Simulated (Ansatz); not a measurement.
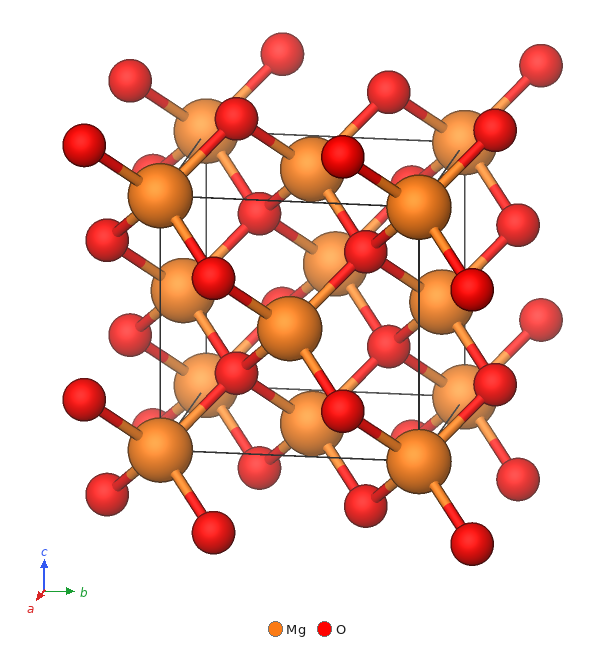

Shown here is a ball-and-stick view of the crystal, taken slightly off an axis. The conventional unit cell is drawn as a box. Atoms of adjacent cells appear where they bond to atoms in the box.

MgO, zinc blende (sphalerite type), space group F-43m (No. 216), a = 4.701 Å, b = 4.701 Å, c = 4.701 Å, α = 90.00°, β = 90.00°, γ = 90.00°. Origin of the cell: a structure type filled with these elements by a generator (whether the compound takes this form wasn't checked). The cell was then strained or its atoms displaced on purpose. A calculation with Ansatz used it as input.

This one geometry was computed with Ansatz (DFT, plane waves, PAW) at three levels of theory: r2SCAN, PBE and HSE06. It was relaxed with r2SCAN and then strained.

### Which level gives the highest pressure at this volume, and what does that say about its equilibrium volume?

Highest: PBE (-5.8 GPa), which points to the largest equilibrium volume. Lowest, with the smallest volume: r2SCAN (-9.3 GPa) and HSE06 (-9.4 GPa). Levels within 0.5 GPa of each other can't be told apart.

### How does the band gap change with the level of theory?

PBE: a gap of 3.18 eV, direct; r2SCAN: a gap of 3.83 eV, direct; HSE06: a gap of 4.73 eV, direct.

### Collect the results in a table.

| level | cutoff (eV) | k-mesh of the run's cell | gap (eV) | pressure (GPa) |
| --- | --- | --- | --- | --- |
| r2SCAN | 500 | 10×10×10 | 3.83 | -9.3 |
| PBE | 420 | 10×10×10 | 3.18 | -5.8 |
| HSE06 | 420 | 6×6×6 | 4.73 | -9.4 |

Gaps are taken on the k-mesh or band path of each run.
